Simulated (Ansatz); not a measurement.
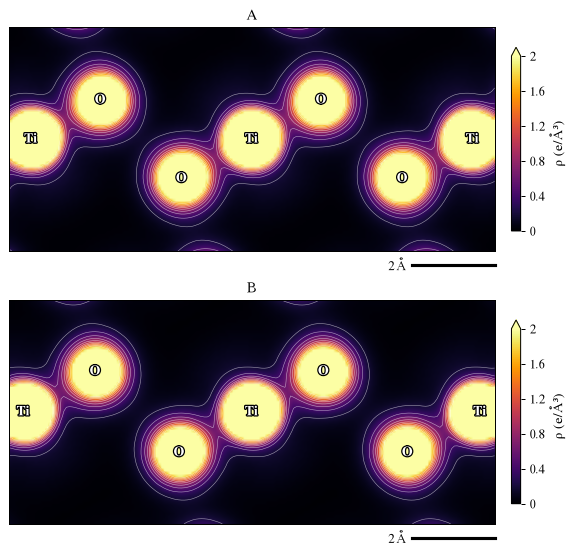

TiO2. The valence electron density of two cells that differ in size, on the (001) plane of each (indices in the axes of the calculation cell), at one length scale and on one colour scale: B has 11.8 Å³ an atom and A 10.7.

These are results of Kohn-Sham DFT of a periodic cell, exchange-only PBE, Ansatz PAW (Ansatz 0.2.0), not measurements.

Core electrons are frozen (PAW), and the valence fields are smoothed inside the atomic spheres.

### What changes from the larger cell to the smaller?

From the larger cell to the smaller, Ti–O goes from 2.01 to 1.94 Å, and the density at its midpoint from 0.64 to 0.73 e/Å³; the pressure goes from 13 to 40 GPa; the Kohn–Sham gap goes from 2.1 eV to 2.3 eV.
